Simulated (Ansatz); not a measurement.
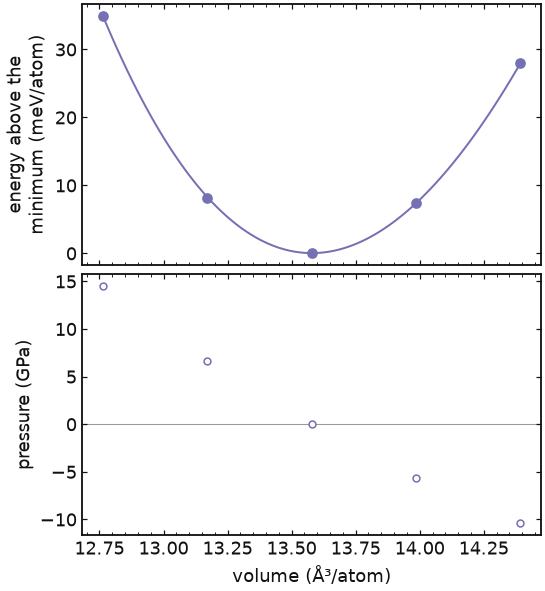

The picture above shows the energy above the minimum and pressure against volume for Si₂Mo, space group I4/mmm (No. 139).

Cell as given: a = 4.546 Å, b = 4.546 Å, c = 4.546 Å, α = 138.56°, β = 138.56°, γ = 60.04°; 3 atoms.

Calculation (Ansatz 0.2.0): third-order Birch-Murnaghan fit to density functional energies at scaled volumes of the given relaxed cell, shape and atoms relaxed at each volume; energies count from the fitted minimum; plane waves with PAW datasets, Γ-centred k mesh. Level: PBE, no spin polarisation.

```json
{"setting": "wave cutoff", "value": "420 eV"}
{"setting": "k mesh", "value": "18×18×18"}
{"setting": "occupations", "value": "Gaussian"}
{"setting": "smearing width", "value": "0.1 eV"}
```

How stiff is the solid, and where is its volume at rest?

Answer. A third-order Birch–Murnaghan fit gives V0 = 13.58 Å³/atom, B0 = 204 GPa and B′ = 4.5.

How does the pressure vary with volume?

Answer. It falls from 14.49 GPa at volume 12.764 Å³/atom to −10.42 GPa at 14.393 Å³/atom, and changes sign near 13.58 Å³/atom.

The computed values:

```
volume (Å³/atom)  energy above the minimum (meV/atom)  pressure (GPa)
          12.764                                 34.9           14.49
          13.171                                  8.2            6.66
          13.578                                  0.0            0.01
          13.986                                  7.4           -5.64
          14.393                                 28.0          -10.42
```
